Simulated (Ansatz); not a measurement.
Input structure:

```cif
data_structure
_symmetry_space_group_name_H-M 'P 1'
_symmetry_Int_Tables_number 1
_cell_length_a 4.0416
_cell_length_b 4.0416
_cell_length_c 4.0416
_cell_angle_alpha 90.000
_cell_angle_beta 90.000
_cell_angle_gamma 90.000
_cell_volume 66.02
loop_
_atom_site_label
_atom_site_type_symbol
_atom_site_fract_x
_atom_site_fract_y
_atom_site_fract_z
_atom_site_occupancy
Al1 Al 0.00000 0.00000 0.00000 1
Al2 Al 0.00000 0.50000 0.50000 1
Al3 Al 0.50000 0.00000 0.50000 1
Al4 Al 0.50000 0.50000 0.00000 1
```

Characterise the structure given above.

The element is aluminium. The atoms follow space group Fm-3m (No. 225); the Bravais lattice is face-centred cubic. Its structure type: face-centred cubic (Cu type). The cell holds four atoms. Around each Al lie twelve Al in a cuboctahedral arrangement at 2.86 Å. The bonds build a three-dimensional framework.

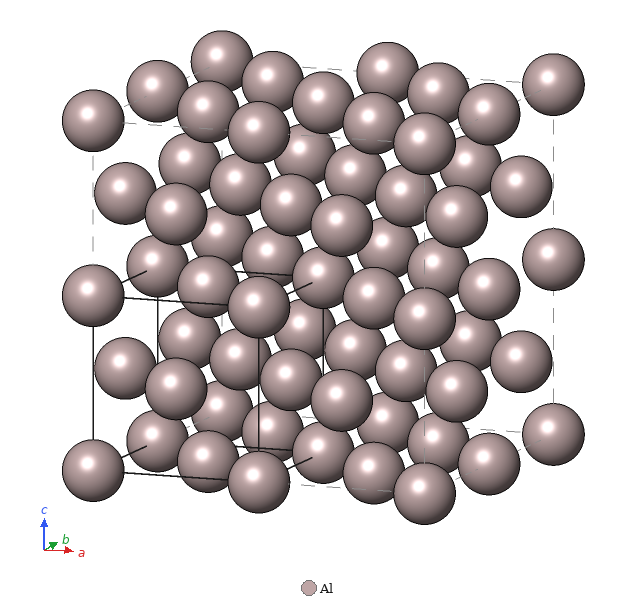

An orthographic spheres-only view of the structure, slightly off an axis. The conventional unit cell (solid box) is repeated to 2×2×2 cells. Colours: aluminium light grey.

The model was built from a structure listed in the Materials Project. The geometry is the end of a relaxation with Ansatz, DFT PBE, scalar-relativistic, plane waves, PAW.
